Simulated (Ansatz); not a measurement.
The structure in question:

```
Ti O
1.0
     5.05424    0.00000    0.00000
    -2.52712    4.37710    0.00000
     0.00000    0.00000    2.84598
Ti O
3 3
Cartesian
  2.5271 1.4590 1.4230
  0.0000 2.9181 1.4230
  0.0000 0.0000 0.0000
  1.5402 2.6677 0.0000
  1.9738 0.0000 0.0000
  -0.9869 1.7094 0.0000
```

Interpret the file: composition, symmetry and coordination.

Answer. Chemical formula TiO. Symmetry: P-62m (No. 189), primitive hexagonal lattice. It has 6 atoms to the cell (3 Ti, 3 O). Numbers of contacts at bonding distance: Ti 5 to 11 (mean 9.0) and O 5. Not all metal-metal contacts are counted.

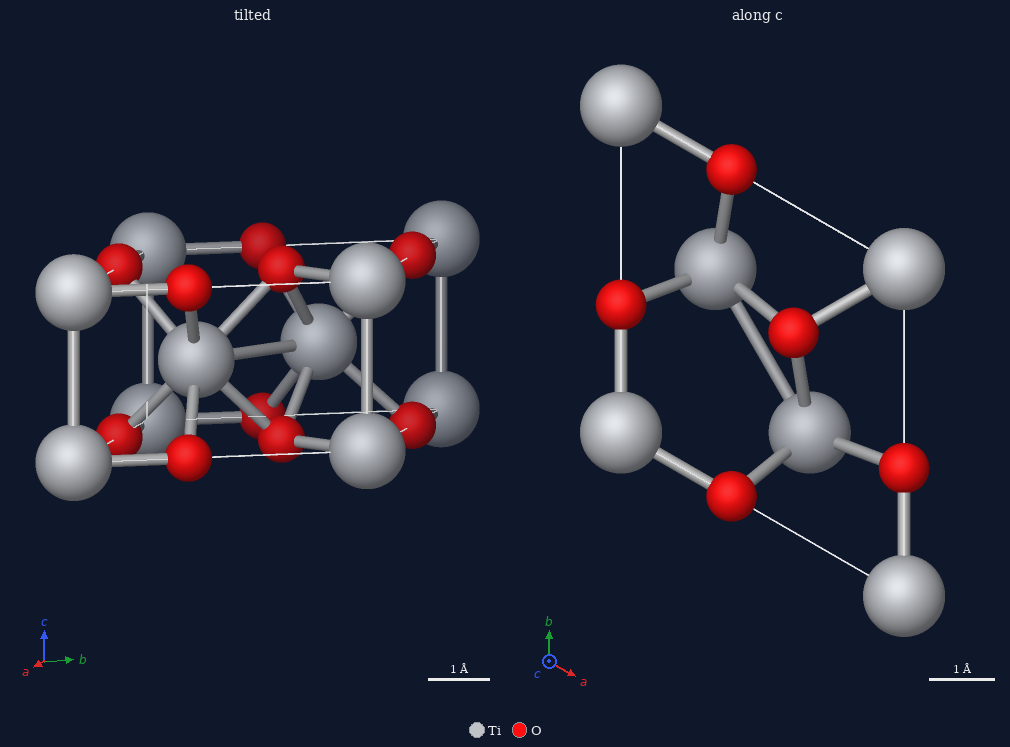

The image is a ball-and-stick drawing of a crystal, viewed slightly off an axis and along the c axis. The box is the conventional unit cell; atoms on or close to its faces, edges and corners are drawn wherever they repeat.

Its origin is a structure listed in the Materials Project. It was relaxed with DFT r2SCAN+U, scalar-relativistic, plane waves, PAW in Ansatz under a constraint or pressure on the cell, so some stress remains.
